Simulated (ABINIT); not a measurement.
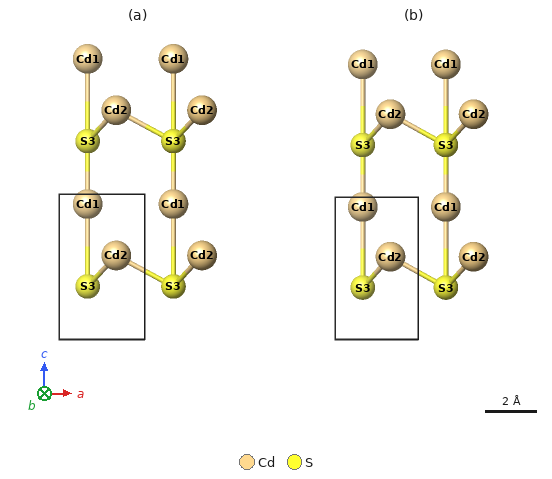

The structure of crystalline Cd₂S (set up in P3m1) before (left) and after (right) a relaxation, at one scale.

The picture is a ball-and-stick view of the cell of the calculation, repeated 2 × 1 × 2 with one cell outlined, seen along the b axis.

The run lets cell and atoms move.

These are results of Kohn-Sham DFT of a periodic cell, PBEsol, JTH PAW PBE v2.0 (ABINIT 10.8.3), not measurements.

Input file:
```
pp_dirpath "./"
pseudos "Cd.GGA_PBE-JTH.xml, S.GGA_PBE-JTH.xml"

acell 3*1.0 Angstrom
rprim
     3.9626700490     0.0000000000     0.0000000000
    -1.9813350245     3.4317729293     0.0000000000
     0.0000000000     0.0000000000     5.8091920000
ntypat 2
znucl 48 16
natom 3
typat 1 1 2
xred
     0.3333333333     0.6666666667     0.9327170000
     0.6666666667     0.3333333333     0.5787350000
     0.3333333333     0.6666666667     0.3657050000
chkprim 0
chksymtnons 0
tolsym 1.0e-6

ecut 22.0
pawecutdg 44.0
pawxcdev 0
pawovlp -1

kptopt 1
ngkpt 7 7 4
nshiftk 1
shiftk 0.0 0.0 0.0

ixc -116133

nband 19
occopt 3
tsmear 0.05 eV

nstep 100
tolvrs 1.0e-9

iomode 3
prtwf 0
prtden 0
prteig 0
prtebands 0
enunit 2
prtvol 2

ionmov 22
ntime 60
tolmxf 5.0e-5
optcell 2
dilatmx 1.08
ecutsm 0.5
```

Command:
```bash
abinit run.abi > log 2>&1
```

Summarise the run.

The run was cut off at its time limit before the relaxation converged, so the last structure is only a point on the way. Cd2 moves most relative to the cell: 0.014 Å along +c. Largest moves by element: Cd 0.014 Å, S 0.003 Å. The volume changes by −8.0 %, with a = b 3.963 → 3.839 Å (−3.1 %), c 5.809 → 5.698 Å (−1.9 %). Among the contacts that change: Cd1–S3 3.294 → 3.223 Å, Cd2–S3 2.601 → 2.535 Å, Cd1–S3 (another image) 2.515 → 2.475 Å. The space group stays P3m1 (No. 156). Over 9 geometry steps the energy falls by 19.3 meV per atom. Largest force component: 0.12 eV/Å at the start, 0.13 eV/Å at the end. Pressure: −3.09 GPa at the start and 0.29 GPa at the end. The run took 35 min on 1 thread of Arm Neoverse V2, with other jobs on the host, peak memory 0.21 GiB.

Limits of the set-up: layers or molecules are held without a dispersion correction, so their spacing is unreliable.
